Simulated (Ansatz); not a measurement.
Run report: Pt$_{12}$S, geometry relaxation (part 3 of 3)

Pt$_{12}$S (slab, 13 atoms in the cell); DFT PBE+D3(BJ), scalar-relativistic, plane waves, PAW, no spin polarisation (Ansatz 0.2.0); cutoff 420 eV, 6×6×1 k-mesh, Gaussian smearing of 0.1 eV. The structure derives from an entry of the Crystallography Open Database. The input holds or restrains some coordinates. Forces given for the steps count only the free coordinates.

Geometry of the input (Å; fractional positions):
```
4.8115  0.0000  0.0000
-2.4058  4.1669  0.0000
0.0000  0.0000  25.8045
Pt 0.0000  0.3333  0.3294
Pt 0.3333  0.0000  0.3294
Pt 0.6667  0.6667  0.3294
Pt 0.3333  0.3333  0.4173
Pt 0.6667  0.0000  0.4173
Pt 0.0000  0.6667  0.4173
Pt 0.6667  0.3333  0.5049
Pt 0.0000  0.0000  0.5049
Pt 0.3333  0.6667  0.5049
Pt 0.0000  0.3333  0.5941
Pt 0.3333  0.0000  0.5941
Pt 0.6667  0.6667  0.5941
S  0.3333  0.6667  0.6638
```

Output, continued:
```
  k-point 2: bands = ["-93.3598", "-93.3471", "-93.3442", "-93.2401", "-93.2267", "-93.2236", "-93.2163", "-93.2074", "-93.1582", "-92.7740", "-92.7616", "-92.7588", "-47.9498", "-47.8643", "-47.8423", "-47.6666", "-47.6400", "-47.6141", "-47.5905", "-47.5743", "-47.5490", "-47.5251", "-47.4837", "-47.4627", "-47.4511", "-47.4425", "-47.4305", "-47.4179", "-47.4066", "-47.3981", "-47.3873", "-47.3744", "-47.3526", "-47.3482", "-47.3372", "-47.3167", "-47.3054", "-47.2995", "-47.2737", "-47.2442", "-47.1859", "-47.0490", "-47.0385", "-47.0354", "-46.9587", "-46.7691", "-46.7511", "-46.7474", "-9.1649", "-3.1619", "-2.0868", "-1.6014", "-1.3325", "-1.2048", "-1.0916", "-0.9840", "-0.8727", "-0.8000", "-0.7561", "-0.5326", "-0.4424", "-0.2934", "-0.1529", "0.1323", "0.1740", "0.2918", "0.4902", "0.6593", "0.6841", "0.8013", "0.8926", "0.9871", "1.1354", "1.1526", "1.2889", "1.3160", "1.4225", "1.4609", "1.7050", "1.8002", "1.8250", "1.8917", "2.0282", "2.1590", "2.2846", "2.3451", "2.4348", "2.4802", "2.6459", "2.7739", "2.8843", "2.9626", "3.1240", "3.1406", "3.3112", "3.3345", "3.4942", "3.6957", "3.7558", "3.8918", "3.9659", "4.1435", "4.2060", "4.3944", "4.6771", "4.8425", "4.8831", "4.9448", "5.0410", "5.0746", "5.3047", "5.3561", "5.5068", "5.7207", "6.1146", "6.3523", "6.7351", "7.2978", "7.7387", "7.9798", "8.5468", "8.8613", "8.9304", "9.8327", "10.1219", "11.0805", "11.2406", "11.3825", "11.4463", "11.7654", "12.2287", "12.3336", "12.8332", "12.9451"]
  k-point 6: bands = ["-93.3509", "-93.3509", "-93.3493", "-93.2303", "-93.2303", "-93.2299", "-93.2115", "-93.2115", "-93.1589", "-92.7648", "-92.7648", "-92.7648", "-47.9326", "-47.8590", "-47.8590", "-47.6024", "-47.6018", "-47.6018", "-47.5904", "-47.5752", "-47.5752", "-47.5508", "-47.5508", "-47.4773", "-47.4686", "-47.4686", "-47.4268", "-47.4100", "-47.3853", "-47.3853", "-47.3795", "-47.3617", "-47.3617", "-47.3396", "-47.3277", "-47.3277", "-47.3018", "-47.3018", "-47.2800", "-47.1798", "-47.1798", "-47.1792", "-46.9920", "-46.9918", "-46.9918", "-46.7560", "-46.7560", "-46.7559", "-9.1250", "-2.0226", "-2.0226", "-1.8364", "-1.4987", "-1.4987", "-1.4860", "-1.1064", "-1.0468", "-1.0468", "-0.6120", "-0.5617", "-0.5617", "-0.4150", "-0.4150", "-0.4124", "0.1690", "0.1690", "0.2434", "0.3198", "0.3198", "0.7936", "1.1922", "1.1922", "1.3948", "1.5186", "1.5186", "1.5643", "1.7620", "1.7620", "1.8420", "2.0725", "2.0725", "2.0865", "2.4327", "2.5008", "2.5008", "2.6812", "2.6812", "2.8750", "3.0989", "3.0989", "3.1315", "3.2843", "3.2843", "3.7047", "3.7047", "3.7700", "3.8972", "4.0470", "4.0470", "4.0730", "4.1943", "4.1943", "4.1987", "4.3293", "4.3293", "4.3855", "4.5135", "4.5135", "4.5451", "4.7344", "4.7344", "4.7488", "4.9551", "4.9551", "5.1801", "5.2321", "5.2321", "5.5215", "6.6567", "6.6567", "7.6674", "8.8429", "8.8429", "9.9168", "11.4905", "11.4905", "11.8223", "11.8682", "11.8682", "12.7254", "13.1101", "13.1101", "13.3142", "13.5525"]
--- Relaxed structure (5 steps of the walk, 5 accepted, 0 SCFs on fresh bases) ---
  F+E_penalty+E_count = -151183.54792785 eV   max|allowed force component| = 2.115e-2 eV/Å
  atoms:
    - { symbol: Pt, position: [-1.666672355682408e-11, 0.3333333333166666, 0.32939932499999997] }
    - { symbol: Pt, position: [0.33333333333333337, 1.6666581220538875e-11, 0.32939932499999997] }
    - { symbol: Pt, position: [0.6666666666833334, 0.6666666666666666, 0.32939932499999997] }
    - { symbol: Pt, position: [0.33333333333333337, 0.3333333333166666, 0.41729786709999994] }
    - { symbol: Pt, position: [0.6666666666833335, 1.6666571968680335e-11, 0.41729786709999994] }
    - { symbol: Pt, position: [-1.666666804567285e-11, 0.6666666666666665, 0.41729786709999994] }
    - { symbol: Pt, position: [0.6666666666666667, 0.33333333333333326, 0.5066886996597363] }
    - { symbol: Pt, position: [-2.846725704166031e-17, -9.607699251585603e-17, 0.5066886996597362] }
    - { symbol: Pt, position: [0.3333333333333333, 0.6666666666666666, 0.5039898288513559] }
    - { symbol: Pt, position: [-0.003470338368884107, 0.3298629949644492, 0.5965414194339288] }
    - { symbol: Pt, position: [0.3333333333333333, 0.0034703383688839805, 0.5965414194339288] }
    - { symbol: Pt, position: [0.6701370050355508, 0.6666666666666666, 0.5965414194339288] }
    - { symbol: S, position: [0.3333333333333333, 0.6666666666666666, 0.6584111992576979] }
```

Trajectory as extended XYZ (Å, eV, eV/Å), 5 frames, from step=1 to step=5:
```
13
Lattice="4.8115 0.0000 0.0000 -2.4058 4.1669 0.0000 0.0000 0.0000 25.8045" Properties=species:S:1:pos:R:3:forces:R:3 step=1 energy=-151183.30306
Pt   -0.8019    1.3890    8.5000   -0.0009  -0.0015  -0.2971
Pt    1.6038    0.0000    8.5000   -0.0009   0.0015  -0.2971
Pt    1.6038    2.7779    8.5000    0.0017   0.0000  -0.2971
Pt    0.8019    1.3890   10.7682    0.0167  -0.0289   0.2182
Pt    3.2077    0.0000   10.7682    0.0167   0.0289   0.2182
Pt   -1.6038    2.7779   10.7682   -0.0333   0.0000   0.2182
Pt    2.4058    1.3890   13.0283    0.0000   0.0000   0.2474
Pt    0.0000    0.0000   13.0283    0.0000   0.0000   0.2474
Pt    0.0000    2.7779   13.0283    0.0000   0.0000  -0.5468
Pt   -0.8019    1.3890   15.3294    0.1060   0.1836   0.7773
Pt    1.6038    0.0000   15.3294    0.1060  -0.1836   0.7773
Pt    1.6038    2.7779   15.3294   -0.2119   0.0000   0.7773
S     0.0000    2.7779   17.1294    0.0000   0.0000  -2.0436
13
Lattice="4.8115 0.0000 0.0000 -2.4058 4.1669 0.0000 0.0000 0.0000 25.8045" Properties=species:S:1:pos:R:3:forces:R:3 step=2 energy=-151183.51395
Pt   -0.8019    1.3890    8.5000   -0.0230  -0.0399  -0.3023
Pt    1.6038    0.0000    8.5000   -0.0230   0.0399  -0.3023
Pt    1.6038    2.7779    8.5000    0.0461   0.0000  -0.3023
Pt    0.8019    1.3890   10.7682    0.0936  -0.1621   0.3084
Pt    3.2077    0.0000   10.7682    0.0936   0.1621   0.3084
Pt   -1.6038    2.7779   10.7682   -0.1871   0.0000   0.3084
Pt    2.4058    1.3890   13.0863    0.0000   0.0000  -0.1262
Pt    0.0000    0.0000   13.0863    0.0000   0.0000  -0.1262
Pt    0.0000    2.7779   12.9830    0.0000   0.0000   0.2754
Pt   -0.8148    1.3666   15.3887    0.2201   0.3812   0.2593
Pt    1.5910    0.0223   15.3887    0.2201  -0.3812   0.2593
Pt    1.6296    2.7779   15.3887   -0.4402   0.0000   0.2593
S     0.0000    2.7779   17.0392    0.0000   0.0000  -0.8210
13
Lattice="4.8115 0.0000 0.0000 -2.4058 4.1669 0.0000 0.0000 0.0000 25.8045" Properties=species:S:1:pos:R:3:forces:R:3 step=3 energy=-151183.54206
Pt   -0.8019    1.3890    8.5000   -0.0192  -0.0333  -0.3049
Pt    1.6038    0.0000    8.5000   -0.0192   0.0333  -0.3049
Pt    1.6038    2.7779    8.5000    0.0385   0.0000  -0.3049
Pt    0.8019    1.3890   10.7682    0.0631  -0.1093   0.2927
Pt    3.2077    0.0000   10.7682    0.0631   0.1093   0.2927
Pt   -1.6038    2.7779   10.7682   -0.1262   0.0000   0.2927
Pt    2.4058    1.3890   13.0712    0.0000   0.0000  -0.0252
Pt    0.0000    0.0000   13.0712    0.0000   0.0000  -0.0252
Pt    0.0000    2.7779   13.0035    0.0000   0.0000  -0.0820
Pt   -0.8058    1.3823   15.3775   -0.1207  -0.2090  -0.0566
Pt    1.6000    0.0067   15.3775   -0.1207   0.2090  -0.0566
Pt    1.6115    2.7779   15.3775    0.2413   0.0000  -0.0566
S     0.0000    2.7779   16.9599    0.0000   0.0000   0.3393
13
Lattice="4.8115 0.0000 0.0000 -2.4058 4.1669 0.0000 0.0000 0.0000 25.8045" Properties=species:S:1:pos:R:3:forces:R:3 step=4 energy=-151183.54791
Pt   -0.8019    1.3890    8.5000   -0.0190  -0.0329  -0.3035
Pt    1.6038    0.0000    8.5000   -0.0190   0.0329  -0.3035
Pt    1.6038    2.7779    8.5000    0.0380   0.0000  -0.3035
Pt    0.8019    1.3890   10.7682    0.0646  -0.1119   0.3132
Pt    3.2077    0.0000   10.7682    0.0646   0.1119   0.3132
Pt   -1.6038    2.7779   10.7682   -0.1292   0.0000   0.3132
Pt    2.4058    1.3890   13.0749    0.0000   0.0000   0.0180
Pt    0.0000    0.0000   13.0749    0.0000   0.0000   0.0180
Pt    0.0000    2.7779   13.0052    0.0000   0.0000   0.0149
Pt   -0.8103    1.3745   15.3935    0.0073   0.0126  -0.0189
Pt    1.5955    0.0145   15.3935    0.0073  -0.0126  -0.0189
Pt    1.6205    2.7779   15.3935   -0.0145   0.0000  -0.0189
S     0.0000    2.7779   16.9900    0.0000   0.0000  -0.0205
13
Lattice="4.8115 0.0000 0.0000 -2.4058 4.1669 0.0000 0.0000 0.0000 25.8045" Properties=species:S:1:pos:R:3:forces:R:3 step=5 energy=-151183.54793
Pt   -0.8019    1.3890    8.5000   -0.0190  -0.0329  -0.3038
Pt    1.6038    0.0000    8.5000   -0.0190   0.0329  -0.3038
Pt    1.6038    2.7779    8.5000    0.0380   0.0000  -0.3038
Pt    0.8019    1.3890   10.7682    0.0646  -0.1119   0.3134
Pt    3.2077    0.0000   10.7682    0.0646   0.1119   0.3134
Pt   -1.6038    2.7779   10.7682   -0.1292   0.0000   0.3134
Pt    2.4058    1.3890   13.0749    0.0000   0.0000   0.0180
Pt    0.0000    0.0000   13.0749    0.0000   0.0000   0.0180
Pt    0.0000    2.7779   13.0052    0.0000   0.0000   0.0146
Pt   -0.8103    1.3745   15.3935    0.0075   0.0131  -0.0194
Pt    1.5955    0.0145   15.3935    0.0075  -0.0131  -0.0194
Pt    1.6205    2.7779   15.3935   -0.0151   0.0000  -0.0194
S     0.0000    2.7779   16.9900    0.0000   0.0000  -0.0212
```

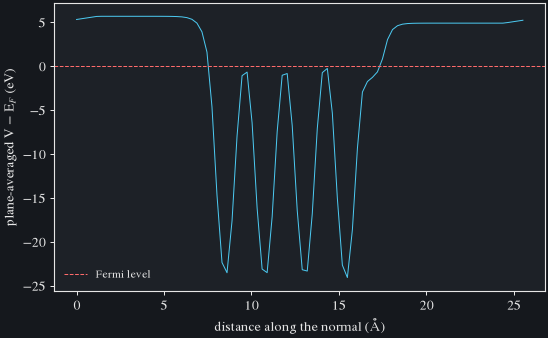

Plane average of the electrostatic potential energy of an electron across the cell, from the Fermi level. The vacuum level lies 4.89 eV above the Fermi level on the upper side and 5.67 eV on the lower.

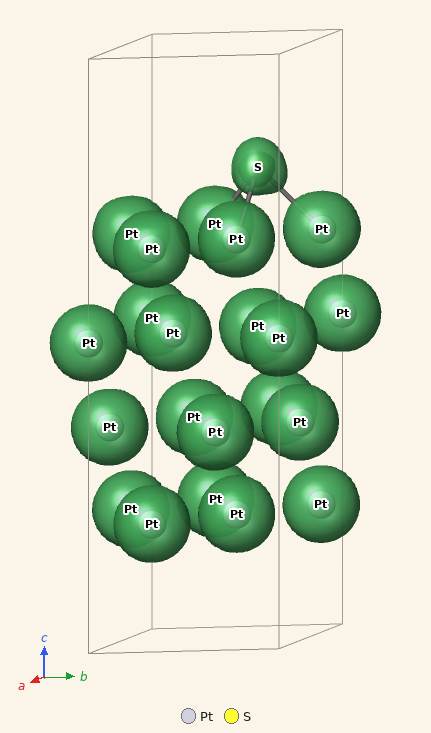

Isosurface of the valence pseudo-density at 1 e/Å³ (green), seen slightly off an axis. Sticks mark near contacts. At this value the density breaks into separate islands; it holds about 75 % of the electrons treated as valence (semicore included). It is pinched off along the Pt–S (2.27 Å) contacts. On the grid the lowest density along these lines, outside the cores, is 0.81 e/Å³ (Pt–S, 2.27 Å). The fields are those of the smooth PAW valence density.

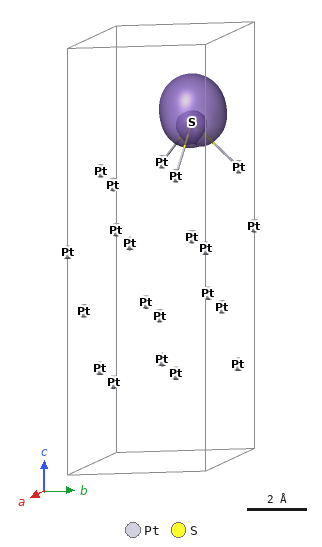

Isosurface of the ELF at 0.65 (purple), seen slightly off an axis. Only the valence region is drawn (cores and ρ < 0.01 e/Å³ removed). Sticks mark near contacts. Values along the shortest contacts: Pt–S (2.27 Å): the ELF is about 0.45 at the midpoint.
